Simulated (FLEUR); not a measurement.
## Energy of SnSe₂ along an even scaling of the cell

System: SnSe₂ (3 atoms in the cell).
Method: Kohn-Sham DFT of a periodic cell, LDA, all-electron, no spin polarisation (FLEUR MaX-R8.1 (later development tree)).

The 5 runs differ only in the geometry, by an even scaling of the cell at fixed fractional positions. The structure derives from an entry of the Crystallography Open Database.

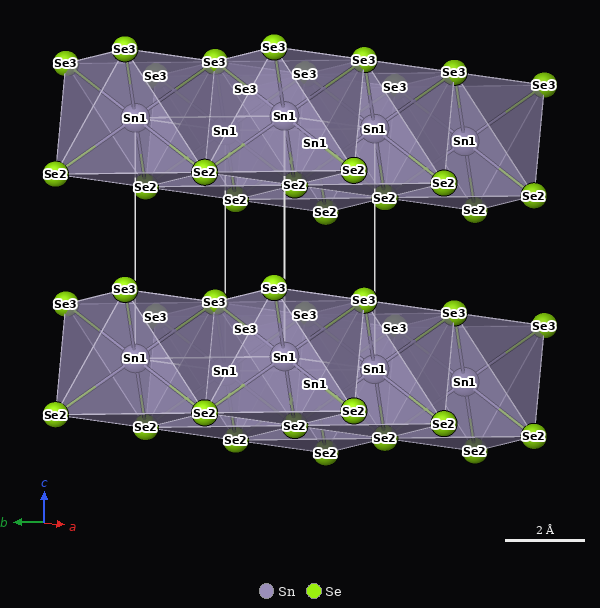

Figure 1. The structure of run 3 (polyhedral view of the cell of the calculation, repeated 2 × 1 × 1, seen at an oblique angle; polyhedra are completed across the faces of the cell; atoms are numbered from 1 in the order of the input).

## Input of run 3
```
<?xml version="1.0" encoding="UTF-8" standalone="no"?>
<fleurInput fleurInputVersion="0.39">
   <comment>
      SnSe2                                                                                               
   </comment>
   <calculationSetup>
      <cutoffs Kmax="4.43" Gmax="13.7" GmaxXC="13.7" numbands="0"/>
      <scfLoop itmax="60" minDistance="0.00001" maxIterBroyd="15" imix="Anderson" alpha="0.05" precondParam="0.0" spinf="2.0" sdNocoIR="T"/>
      <coreElectrons ctail="T" frcor="F" kcrel="0" coretail_lmax="0"/>
      <xcFunctional name="vwn" relativisticCorrections="F"/>
      <magnetism jspins="1"/>
      <soc l_soc="F" theta="0.0" phi="0.0" spav="F"/>
      <expertModes spex="0" secvar="F"/>
      <geometryOptimization l_f="F" forcealpha="1.0" forcemix="BFGS" epsdisp="0.00001" epsforce="0.00001"/>
      <ldaU l_linMix="F" mixParam="0.05" spinf="1.0"/>
   </calculationSetup>
   <cell>
      <bzIntegration valenceElectrons="54.0" mode="hist" fermiSmearingEnergy="0.00183747">
         <kPointListSelection listName="default-1"/>
         <!-- k-points included here -->
         <xi:include xmlns:xi="http://www.w3.org/2001/XInclude" href="kpts.xml"> </xi:include>
      </bzIntegration>
      <!-- symmetry operations included here -->
      <xi:include xmlns:xi="http://www.w3.org/2001/XInclude" href="sym.xml"> </xi:include>
      <bulkLattice scale="1.0000000000">
         <bravaisMatrix>
            <row-1>    7.2017462608505998     0.0000000000000000     0.0000000000000000</row-1>
            <row-2>   -3.6008731304252999     6.2368952134637015     0.0000000000000000</row-2>
            <row-3>    0.0000000000000000     0.0000000000000000    11.5953595005455998</row-3>
         </bravaisMatrix>
      </bulkLattice>
   </cell>
   <atomSpecies>
      <species name="Tin (Sn)" element="Sn" atomicNumber="50">
         <mtSphere radius="2.34" gridPoints="797" logIncrement="0.016"/>
         <atomicCutoffs lmax="10" lnonsphr="8"/>
         <electronConfig flipSpins="F">
            <coreConfig>(1s1/2) (2s1/2) (2p1/2) (2p3/2) (3s1/2) (3p1/2) (3p3/2) (3d3/2) (3d5/2)</coreConfig>
            <valenceConfig>(4s1/2) (4p1/2) (4p3/2) (5s1/2) (4d3/2) (4d5/2) (5p1/2) (5p3/2)</valenceConfig>
            <stateOccupation state="(5p1/2)" spinUp="0.333333" spinDown="0.333333"/>
            <stateOccupation state="(5p3/2)" spinUp="0.666667" spinDown="0.666667"/>
         </electronConfig>
         <energyParameters s="5" p="5" d="4" f="4"/>
         <lo type="SCLO" l="0" n="4" eDeriv="0"/>
         <lo type="SCLO" l="1" n="4" eDeriv="0"/>
         <lo type="SCLO" l="1" n="4" eDeriv="1"/>
         <lo type="SCLO" l="2" n="4" eDeriv="2"/>
         <lo type="SCLO" l="3" n="4" eDeriv="2"/>
      </species>
      <species name="Selenium (Se)" element="Se" atomicNumber="34">
         <mtSphere radius="2.21" gridPoints="753" logIncrement="0.017"/>
         <atomicCutoffs lmax="9" lnonsphr="7"/>
         <electronConfig flipSpins="F">
            <coreConfig>(1s1/2) (2s1/2) (2p1/2) (2p3/2) (3s1/2) (3p1/2) (3p3/2)</coreConfig>
            <valenceConfig>(3d3/2) (3d5/2) (4s1/2) (4p1/2) (4p3/2)</valenceConfig>
            <stateOccupation state="(4p1/2)" spinUp="0.666667" spinDown="0.666667"/>
            <stateOccupation state="(4p3/2)" spinUp="1.333333" spinDown="1.333333"/>
         </electronConfig>
         <energyParameters s="4" p="4" d="4" f="4"/>
         <lo type="SCLO" l="2" n="3" eDeriv="0"/>
         <lo type="SCLO" l="0" n="4" eDeriv="2"/>
         <lo type="SCLO" l="1" n="4" eDeriv="2"/>
         <lo type="SCLO" l="3" n="4" eDeriv="2"/>
      </species>
   </atomSpecies>
   <atomGroups>
      <atomGroup species="Tin (Sn)">
         <relPos label="                   1">.0000000000 .0000000000 .0000000000</relPos>
         <force calculate="T" relaxXYZ="TTT"/>
      </atomGroup>
      <atomGroup species="Selenium (Se)">
         <relPos label="                   2">-1.000/3.000 1.000/3.000 -.2490000000</relPos>
         <relPos label="                   3">1.000/3.000 -1.000/3.000 .2490000000</relPos>
         <force calculate="T" relaxXYZ="TTT"/>
      </atomGroup>
   </atomGroups>
   <output dos="F" band="F" slice="F">
      <checks vchk="F" cdinf="F"/>
      <bandDOS minEnergy="-.5*Htr" maxEnergy="0.5*Htr" sigma="0.015" storeEVData="T"/>
      <vacuumDOS vacdos="F" integ="F" star="F" nstars="0" locx1="0.0" locy1="0.0" locx2="0.0" locy2="0.0" nstm="0" tworkf="0.0"/>
      <unfoldingBand unfoldBand="F" supercellX="1" supercellY="1" supercellZ="1"/>
      <plotting iplot="0" polar="F">
         <plot TwoD="T" vec1="  1.0  0.0  0.0" vec2="  0.0  1.0  0.0" vec3="  0.0  0.0  1.0" zero="  0.0  0.0  0.0" file="plot"/>
      </plotting>
      <chargeDensitySlicing numkpt="0" minEigenval="0.0" maxEigenval="0.0" nnne="0" pallst="F"/>
      <specialOutput eonly="F"/>
      <moessbauerParams electricFieldGradient="T" isomerShift="T" coreHyperfine="T" valenceHyperfine="T"/>
      <magneticCircularDichroism mcd="F" energyLo="-10.0" energyUp="0.0"/>
   </output>
  <!-- We include the file relax.xml here to enable relaxations (see documentation) -->
  <xi:include xmlns:xi="http://www.w3.org/2001/XInclude" href="relax.xml"> <xi:fallback/> </xi:include>
</fleurInput>
```

Command:
```bash
inpgen -f crystal.txt -profile fastHighL; fleur_MPI
```

Run 2 has the same physical settings and fractional positions; its lattice vectors (Å) are:
```
   3.759494    0.000000    0.000000
  -1.879747    3.255817    0.000000
   0.000000    0.000000    6.053071
```

## Results, with one run withheld

```tsv
run	volume per atom (Å³)	free energy per atom, from the lowest run given (meV)	gap on the mesh (eV)
1	24.182	30.94	0.75
2	24.697	?	?
3	25.726	0.00	0.68
4	26.755	3.83	0.62
5	27.270	11.56	0.59
```

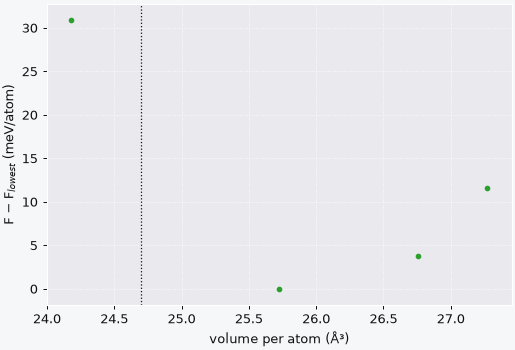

Figure 2. Free energy per atom of the runs given; the dotted line marks run 2.

Fit the runs given and predict run 2.

A quadratic polynomial in V^(−2/3) (the Birch–Murnaghan form), fitted to the 4 runs given, misses them by at most 0.07 meV per atom. With x = V^(−2/3) − 0.11412 Å⁻², it reads F = −0.61323 + 411.76 x + 9.8142e+05 x² (meV per atom). At run 2 it gives 15.09 meV per atom, and the run itself gives 14.94. The fit has its minimum at 26.011 Å³ per atom, where V d²F/dV² gives 69.7 GPa. Cell shape and fractional positions are held, so this is the stiffness under even scaling; the relaxed bulk modulus wasn't computed and can be far lower in a crystal of layers, chains or molecules like this one. The gap on the mesh goes, without turning, from 0.75 eV in run 1 to 0.59 eV in run 5; run 2 has 0.73 eV. These are gaps of this functional on this mesh, which can miss the band edges; they aren't the measured gap.

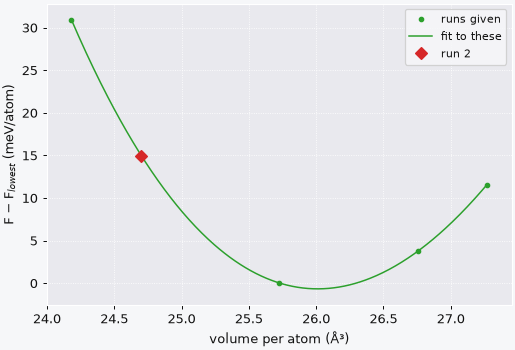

Figure 3. The fit and the withheld run.

## Output (run 2)
```
Welcome to FLEUR        (www.flapw.de)
      MaX-Release 8.1          (www.max-centre.eu)

 ========== k-point set info ==========
 Selected k-point list: default-1
 k-point list type: mesh
 8 x 8 x 5
 Number of k points: 40

 ------------Calculation Setup---------------------------
 Number of MPI-tasks      :            1
 Number of PE/node        :            1
 Number of OMP-threads    :            1
 Most efficient MPI parallelization for:
           1           2           4           5           8          10          20          40
 Additional eigenvalue parallelization possible
 Number of basis functions:          854
 Approximate size of matrices (H+S) per k-point:         0.011 GB
 --------------------------------------------------------

 Iteration:     1   Distance:       6.23818048 me/bohr^3

 Iteration:     2   Distance:       5.76956563 me/bohr^3

 Iteration:     3   Distance:       2.70169526 me/bohr^3

 Iteration:     4   Distance:       0.82539346 me/bohr^3

 Iteration:     5   Distance:       0.69468224 me/bohr^3

 Iteration:     6   Distance:       0.19414075 me/bohr^3

 Iteration:     7   Distance:       0.05474590 me/bohr^3

 Iteration:     8   Distance:       0.04310044 me/bohr^3

 Iteration:     9   Distance:       0.01262595 me/bohr^3

 Iteration:    10   Distance:       0.00275107 me/bohr^3

 Iteration:    11   Distance:       0.00140661 me/bohr^3

 Iteration:    12   Distance:       0.00015512 me/bohr^3

 Iteration:    13   Distance:       0.00007606 me/bohr^3

 Iteration:    14   Distance:       0.00001746 me/bohr^3

 Iteration:    15   Distance:       0.00000225 me/bohr^3

 ********************************************************************
 Run finished successfully
 Stop message:
   all done
 ********************************************************************
```
